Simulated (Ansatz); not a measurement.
## Mending a single-point calculation on Ta

System: Ta (I4/mmm, 1 atom in the cell).
Method of the first run: DFT, PBE, plane waves, PAW, no spin polarisation (Ansatz 0.2.0).

The structure derives from an entry of the Crystallography Open Database. Some settings of this run were made unusual or wrong on purpose. Text and figures count atoms from 1; the logs count them from 0 in places.

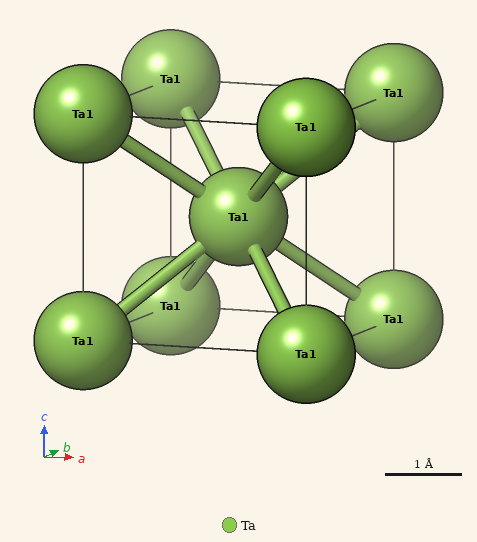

Figure 1. The structure as given in the input (ball-and-stick view of the cell 2 times as large as that of the calculation, set on its symmetry axes, seen slightly off an axis; atoms are numbered from 1 in the order of the input). An atom can appear more than once, as a periodic image. Near neighbours in the periodic cell (some may lie outside the picture): Ta has 8 Ta at 2.72 Å.

### Input, the first run
```yaml
crystal:
  lattice:
    - [-1.5930190273, 1.5930190273, 1.5266432345]
    - [1.5930190273, -1.5930190273, 1.5266432345]
    - [1.5930190273, 1.5930190273, -1.5266432345]
  atoms:
    - { symbol: Ta, position: [0.0, 0.0, 0.0] }
basis:
  ecutwfc: 420
kpoints:
  mp_grid: { grid: [1, 1, 1] }
hamiltonian:
  xc: pbe
scf:
  occupations: { method: gaussian, width: 0.15 }
  max_iter: 100
output:
  forces: true
  eigenvalues: true
  stress: true
```

Launched with:
```bash
ansatz run input.yaml --threads 2 --pin off --max-ram 5120MiB --backend cpu --events-out ev --progress --plain --runs-dir out
```

Hardware: 2 threads of Intel Xeon @ 2.50GHz (Skylake/Cascade Lake), 189 GiB of memory available, shared host.

### Output, shortened to warnings, some set-up lines, iterations and results (the first run)
```
Basis set: ecut = 420 eV, 321 PW (Γ), exchange–correlation on 40×40×40 points (8 copies of the dense FFT grid, shifted against one another)
Symmetry: 16 space group operations
k-points: 1
Initial density: superposition of atomic densities (neutral atoms: chi_scale 0, normalization atom), corrected by the library's trained network
[...]
SCF iter   1: F=—  HF=-9930.902680 eV  |F-HF|=—  |Δ(HF+E_count)|=         —  Δρ=1.48e-1  dr2=1.91e0  ethr=1.77e-3  ⟨swp⟩=5.0  Hψ=57  notcnv=0
SCF iter   2: F=—  HF=-9930.272845 eV  |F-HF|=—  |Δ(HF+E_count)|=   6.30e-1  Δρ=6.70e-2  dr2=3.49e-1  ethr=1.77e-3  ⟨swp⟩=2.0  Hψ=28  notcnv=0
SCF iter   3: F=—  HF=-9930.194084 eV  |F-HF|=—  |Δ(HF+E_count)|=   7.88e-2  Δρ=5.73e-3  dr2=2.46e-3  ethr=1.77e-3  ⟨swp⟩=2.0  Hψ=17  notcnv=0
SCF iter   4: F=—  HF=-9930.194179 eV  |F-HF|=—  |Δ(HF+E_count)|=   9.55e-5  Δρ=7.02e-4  dr2=3.57e-5  ethr=1.89e-5  ⟨swp⟩=2.0  Hψ=16  notcnv=0
SCF iter   5: F=—  HF=-9930.194198 eV  |F-HF|=—  |Δ(HF+E_count)|=   1.87e-5  Δρ=1.20e-4  dr2=5.24e-7  ethr=2.74e-7  ⟨swp⟩=1.0  Hψ=11  notcnv=0
SCF iter   6: F=-9930.194199 eV  HF=-9930.194199 eV  |F-HF|=4.24e-10  |Δ(HF+E_count)|=   5.42e-7  Δρ=8.09e-6  dr2=3.56e-9  ethr=7.69e-10  ⟨swp⟩=5.0  Hψ=63  notcnv=0
SCF 1 converged in 6 iterations: F = -9930.194199 eV  dr2 = 3.56e-9
SCF converged after 6 iterations
Free energy (F): -9930.194199 eV
Harris-Foulkes:  -9930.194199 eV  (|F-HF|=4.24e-10)
Internal energy: -9930.051562 eV  (E = F + TS)
E sigma→0 (E₀):  -9930.122880 eV
Entropy (-TS):   -0.142637 eV (-142.637 meV/atom)
Fermi energy:    23.685512 eV
--- Per-component energies (eV) ---
  E_band       = -38.889085
  E_kinetic    = 379.700413
  E_local      = -483.087960  (includes V_loc(G=0)·N_el)
  E_nonlocal   = 22.561012
  E_hartree    = 182.280828
  E_xc         = -222.806235
  E_vxc        = -209.566559  (∫ρ·V_xc dr)
  E_paw        = -8399.051125  (= ΣΔE_a)
  E_vpaw       = -113.057600  (= ΣTr[D̂ρ^β])
  E_aug_tail   = 0.000161  (compensation charges beyond the density's cutoff)
  E_ewald      = -1409.648655
  E_smearing   = -0.142637  (= −TS)
  E_closure    = -0.000000  (closes the sum)
  Σ components = -9930.194199   (vs F -9930.194199, Δ=0.00e0)
--- Forces (eV/Å), atoms counted from 1 ---
  atom   1  Ta     0.00000000    -0.00000000     0.00000000
  max |Σ_I F_I| component: 1.03e-25 eV/Å
--- Stress (GPa, compression-positive) ---
      275.499000      -0.000000       0.000000
       -0.000000     275.499000       0.000000
        0.000000       0.000000      84.609080
  P = ⅓ Tr σ = 211.8690 GPa (2118.690 kbar)
```

**Diagnose this run and give a change of the input that cures it.**

The input was spoiled on purpose: one k-point for a small cell (`kpoints.mp_grid.grid`). One point cannot sample the zone of a small cell. The program still converged, but the numbers can't be taken as results for the intended system.

A run of the same system that converges differs from this input as follows (lines with − go, lines with + come):
```diff
-  mp_grid: { grid: [1, 1, 1] }
+  mp_grid: { grid: [26, 26, 26] }
-  max_iter: 100
```

### Output, shortened to warnings, some set-up lines, iterations and results (the second run)
```
Basis set: ecut = 420 eV, 321 PW (Γ), exchange–correlation on 40×40×40 points (8 copies of the dense FFT grid, shifted against one another)
Symmetry: 16 space group operations
k-points: 1330 of 17576
Initial density: superposition of atomic densities (neutral atoms: chi_scale 0, normalization atom), corrected by the library's trained network
[...]
SCF iter   1: F=—  HF=-9931.912984 eV  |F-HF|=—  |Δ(HF+E_count)|=         —  Δρ=4.00e-3  dr2=1.74e-3  ethr=1.77e-3  ⟨swp⟩=5.1  Hψ=80345  notcnv=0
SCF iter   2: F=—  HF=-9931.911998 eV  |F-HF|=—  |Δ(HF+E_count)|=   9.86e-4  Δρ=1.39e-3  dr2=1.14e-4  ethr=1.34e-5  ⟨swp⟩=2.0  Hψ=29610  notcnv=0
SCF iter   3: F=—  HF=-9931.911995 eV  |F-HF|=—  |Δ(HF+E_count)|=   2.74e-6  Δρ=3.35e-4  dr2=3.16e-6  ethr=8.80e-7  ⟨swp⟩=2.4  Hψ=19737  notcnv=0
SCF iter   4: F=—  HF=-9931.911997 eV  |F-HF|=—  |Δ(HF+E_count)|=   2.08e-6  Δρ=2.75e-5  dr2=4.11e-8  ethr=2.43e-8  ⟨swp⟩=2.5  Hψ=22644  notcnv=0
SCF iter   5: F=-9931.911997 eV  HF=-9931.911997 eV  |F-HF|=7.49e-10  |Δ(HF+E_count)|=   1.54e-8  Δρ=5.02e-6  dr2=1.29e-9  ethr=3.16e-10  ⟨swp⟩=2.3  Hψ=23297  notcnv=0
SCF iter   6: F=-9931.911997 eV  HF=-9931.911997 eV  |F-HF|=0.00e0  |Δ(HF+E_count)|=  8.29e-10  Δρ=3.68e-7  dr2=5.78e-12  ethr=9.94e-12  ⟨swp⟩=1.7  Hψ=46818  notcnv=0
SCF 1 converged in 6 iterations: F = -9931.911997 eV  dr2 = 5.78e-12
SCF converged after 6 iterations
Free energy (F): -9931.911997 eV
Harris-Foulkes:  -9931.911997 eV  (|F-HF|=0.00e0)
Internal energy: -9931.899193 eV  (E = F + TS)
E sigma→0 (E₀):  -9931.905595 eV
Entropy (-TS):   -0.012804 eV (-12.804 meV/atom)
Fermi energy:    22.057706 eV
--- Per-component energies (eV) ---
  E_band       = -57.892351
  E_kinetic    = 372.602605
  E_local      = -460.625016  (includes V_loc(G=0)·N_el)
  E_nonlocal   = 16.954941
  E_hartree    = 167.330353
  E_xc         = -220.663632
  E_vxc        = -206.992843  (∫ρ·V_xc dr)
  E_paw        = -8397.849942  (= ΣΔE_a)
  E_vpaw       = -114.492905  (= ΣTr[D̂ρ^β])
  E_aug_tail   = 0.000152  (compensation charges beyond the density's cutoff)
  E_ewald      = -1409.648655
  E_smearing   = -0.012804  (= −TS)
  E_closure    = 0.000000  (closes the sum)
  Σ components = -9931.911997   (vs F -9931.911997, Δ=0.00e0)
--- Forces (eV/Å), atoms counted from 1 ---
  atom   1  Ta    -0.00000000     0.00000000    -0.00000000
  max |Σ_I F_I| component: 3.70e-32 eV/Å
--- Stress (GPa, compression-positive) ---
       41.628055       0.000000       0.000000
        0.000000      41.628055       0.000000
        0.000000       0.000000      48.676721
  P = ⅓ Tr σ = 43.9776 GPa (439.776 kbar)
```

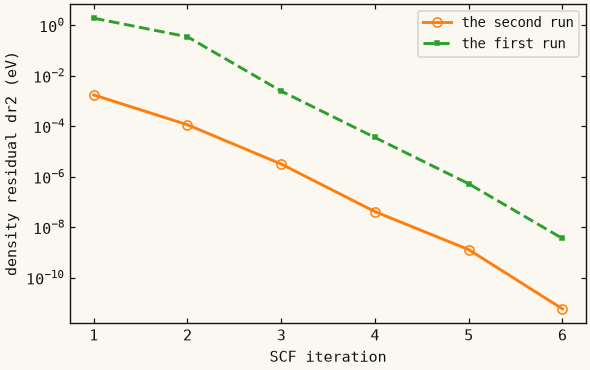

Figure 2. Convergence of the two runs: density residual dr2 against the SCF iteration. The second run takes 6 iterations in all, and the first run takes 6.

### The two runs side by side

| quantity | the first run | the second run |
| --- | --- | --- |
| outcome | converged | converged |
| free energy per atom (eV) | −9930.1942 | −9931.9120 |
| energy per atom, smearing taken to zero (eV) | −9930.1229 | −9931.9056 |
| gap on the mesh (eV) | 0.00 | 0.00 |
| pressure (GPa) | 211.87 | 43.98 |
| largest force (eV/Å) | 0.000 | 0.000 |
| SCF iterations | 6 | 6 |
| irreducible k-points | 1 | 1330 |
| plane waves at Γ | 321 | 321 |
| wall time (shared host) | 0.7 s | 13 s |

The free energy of the second run is 1717.8 meV per atom lower, which comes mainly from the change of mesh; a solver setting shouldn't move a converged energy. The pressure goes from 211.87 to 43.98 GPa. The number of SCF iterations is the same. The irreducible k-points go from 1 to 1330.

Notes on the second run: Spin–orbit coupling is left out, which matters for Ta. The cell is under a pressure of 44 GPa at this level, so it is not at its equilibrium volume.
